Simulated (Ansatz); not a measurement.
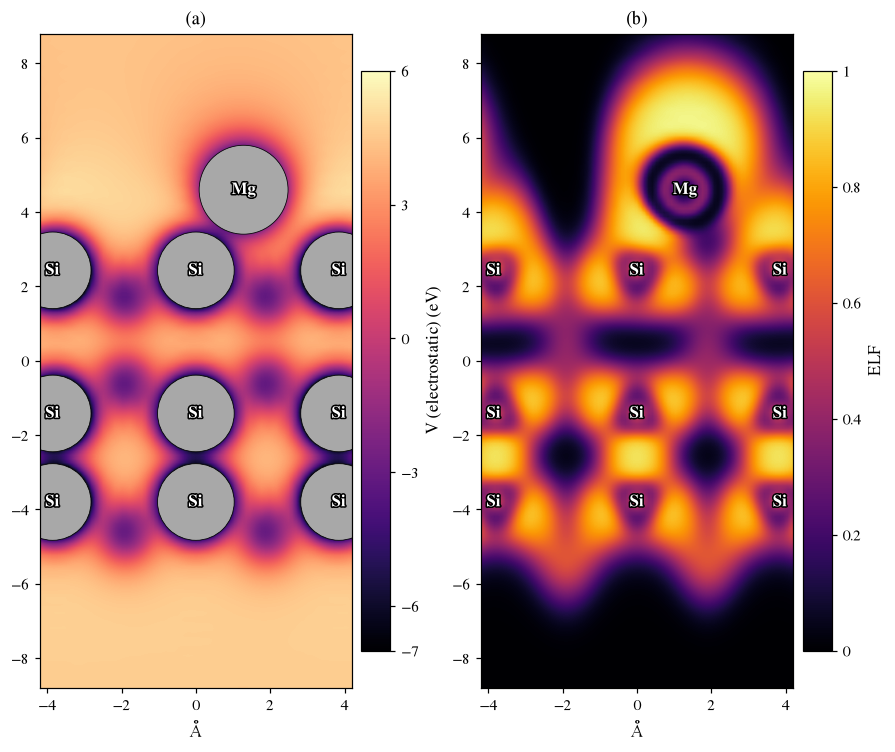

*MgSi₂₄ (slab). (a) electrostatic potential (local pseudopotential plus Hartree) felt by an electron; (b) ELF on the (100) plane of the calculation cell, a cut from vacuum to vacuum. Grey discs cover the atomic cores in the potential map.*

A point of a scan over the structure, not its minimum; not relaxed (largest force 0.9 eV/Å); PAW files of the earlier set (soft_1).

Computed with DFT PBE, scalar-relativistic, plane waves, PAW in Ansatz 0.2.0.

Core electrons are frozen (PAW), and the valence fields are smoothed inside the atomic spheres.

The calculation's input:

```
crystal:
  lattice:
    - [7.7021644092, 0.0, 0.0]
    - [-3.8510822046, 6.6702700425, 0.0]
    - [0.0, 0.0, 22.5320436731]
  atoms:
    - { symbol: Si, position: [0.3333333333, 0.1666666667, 0.1775249533] }
    - { symbol: Si, position: [0.3333333333, 0.6666666667, 0.1775249533] }
    - { symbol: Si, position: [0.8333333333, 0.1666666667, 0.1775249533] }
    - { symbol: Si, position: [0.8333333333, 0.6666666667, 0.1775249533] }
    - { symbol: Si, position: [0.1666666667, 0.3333333333, 0.2130781043] }
    - { symbol: Si, position: [0.1666666667, 0.8333333333, 0.2130781043] }
    - { symbol: Si, position: [0.6666666667, 0.3333333333, 0.2130781043] }
    - { symbol: Si, position: [0.6666666667, 0.8333333333, 0.2130781043] }
    - { symbol: Si, position: [0.1666666667, 0.3333333333, 0.3187611675] }
    - { symbol: Si, position: [0.1666666667, 0.8333333333, 0.3187611675] }
    - { symbol: Si, position: [0.6666666667, 0.3333333333, 0.3187611675] }
    - { symbol: Si, position: [0.6666666667, 0.8333333333, 0.3187611675] }
    - { symbol: Si, position: [0.3333333333, 0.1666666667, 0.3526876217] }
    - { symbol: Si, position: [0.3333333333, 0.6666666667, 0.3526876217] }
    - { symbol: Si, position: [0.8333333333, 0.1666666667, 0.3526876217] }
    - { symbol: Si, position: [0.8333333333, 0.6666666667, 0.3526876217] }
    - { symbol: Si, position: [0.3333333333, 0.1666666667, 0.4598252884] }
    - { symbol: Si, position: [0.3333333333, 0.6666666667, 0.4598252884] }
    - { symbol: Si, position: [0.8333333333, 0.1666666667, 0.4598252884] }
    - { symbol: Si, position: [0.8333333333, 0.6666666667, 0.4598252884] }
    - { symbol: Si, position: [0.1666666667, 0.3333333333, 0.4896157594] }
    - { symbol: Si, position: [0.1666666667, 0.8333333333, 0.4896157594] }
    - { symbol: Si, position: [0.6666666667, 0.3333333333, 0.4896157594] }
    - { symbol: Si, position: [0.6666666667, 0.8333333333, 0.4896157594] }
    - { symbol: Mg, position: [0.1666666667, 0.5, 0.5911115451] }
basis:
  ecutwfc: 420
kpoints:
  mp_grid: { grid: [6, 6, 1] }
hamiltonian:
  xc: pbe
  pseudopotentials: { kind: paw, azcp: { folder: soft_1 } }
scf:
  occupations: { method: gaussian, width: 0.05 }
output:
  forces: true
  eigenvalues: true
  write_density: true
  write_potential: true
  elf: true
  volumetric_format: npy
relax:
  adjacent_minimum: "off"
  f_tol: 0.025
  max_steps: 16
  constraints:
    - { sites: [0, 1, 2, 3, 4, 5, 6, 7, 8, 9, 10, 11, 12, 13, 14, 15, 16, 17, 18, 19, 20, 21, 22, 23] }
    - { sites: [24], fix: xy }
efield:
  axis: 3
  dipole_correction: true
  ramp_width: 0.04
```

Launched as:

```sh
ansatz run input.yaml --threads 2 --pin off --max-ram 6144MiB --backend cpu --events-out ev --progress --plain --runs-dir out
```

The fields are those of the run's last geometry, not of the input's.

Question: Interpret the plot.

Answer:
- Atoms in the plane: Si and Mg.
- Mg–Si (2.52 Å): the ELF peaks at about 0.90 in the valence shell of Si, 1.1 Å from its nucleus, and is about 0.85 at the midpoint.
- Si–Si (2.38 Å): the ELF peaks at about 0.95 between the atoms.

Question: Does the calculation give a band gap?

Answer: It is gapless in this calculation (a metal or semimetal).
